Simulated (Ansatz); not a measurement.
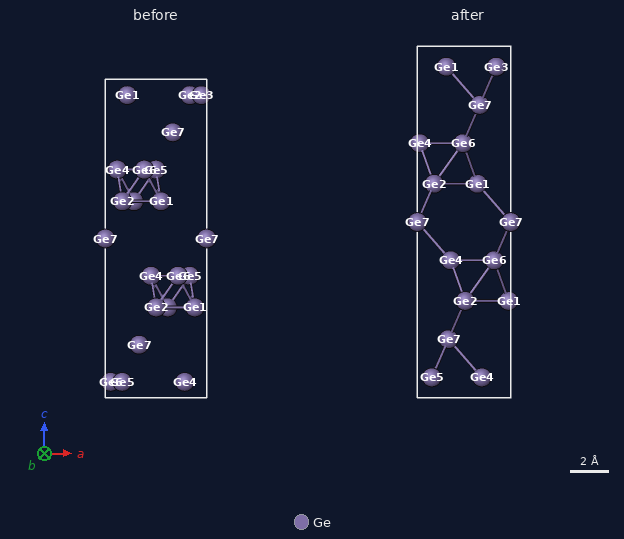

The structure of a crystal of Ge (a generated structure, set up in R-3) (coarse preliminary run) before (left) and after (right) a relaxation, at one scale.

A ball-and-stick model of the conventional cell (3 times the calculation's cell), seen along the b axis. Lengths and directions refer to the drawn axes.

All numbers below come from DFT PBE, scalar-relativistic, plane waves, PAW (Ansatz).

Input
```yaml
crystal:
  lattice:
    - [3.14034674, 1.81308004, 5.70391129]
    - [-3.14034674, 1.81308004, 5.70391129]
    - [0.0, -3.62616007, 5.70391129]
  atoms:
    - { symbol: Ge, position: [0.16658998, 0.78471, 0.89936] }
    - { symbol: Ge, position: [0.78471, 0.89936, 0.16658998] }
    - { symbol: Ge, position: [0.89936, 0.16658998, 0.78471] }
    - { symbol: Ge, position: [0.83341002, 0.21529, 0.10064] }
    - { symbol: Ge, position: [0.21529, 0.10064, 0.83341002] }
    - { symbol: Ge, position: [0.10064, 0.83341002, 0.21529] }
    - { symbol: Ge, position: [0.5, 0.5, 0.5] }
basis:
  ecutwfc: 420
kpoints:
  mp_grid: { grid: [3, 3, 3] }
hamiltonian:
  xc: pbe
scf:
  occupations: { method: gaussian, width: 0.1 }
  lower_state_search: "off"
output:
  forces: true
  stress: true
  eigenvalues: true
relax:
  adjacent_minimum: "off"
  f_tol: 0.04
  max_steps: 70
  cell: { stress_tol: 0.4 }
```

Run as
```bash
ansatz run input.yaml --threads 1 --pin off --max-ram 2560MiB --backend cpu --events-out ev --progress --plain --runs-dir out
```

**Describe what moved and what it gained.**

The largest moves relative to the cell, 0.60 Å, are those of Ge1, Ge2, Ge3, Ge4, Ge5 and Ge6. Ge3 goes roughly along −a. The drawn cell changes as follows: a = b 6.281 → 5.795 Å (−7.7 %), c 17.112 → 18.882 Å (+10.3 %); the volume changes by −6.1 %. Among the contacts that change: Ge1–Ge5 2.102 → 2.679 Å, Ge1–Ge2 2.132 → 2.694 Å, Ge1–Ge7 3.183 → 2.726 Å. The space group stays R-3 (No. 148). The energy falls by 1991 meV per atom in 7 accepted moves (8 points after the start). Largest force component: 13 eV/Å at the start, 0.015 eV/Å at the end. Pressure: 37.70 GPa at the start and 0.14 GPa at the end. The SCF was repeated once at an unchanged geometry on a basis and grid sized afresh for the cell, which shifted the energy by 0.4 meV per atom at most.
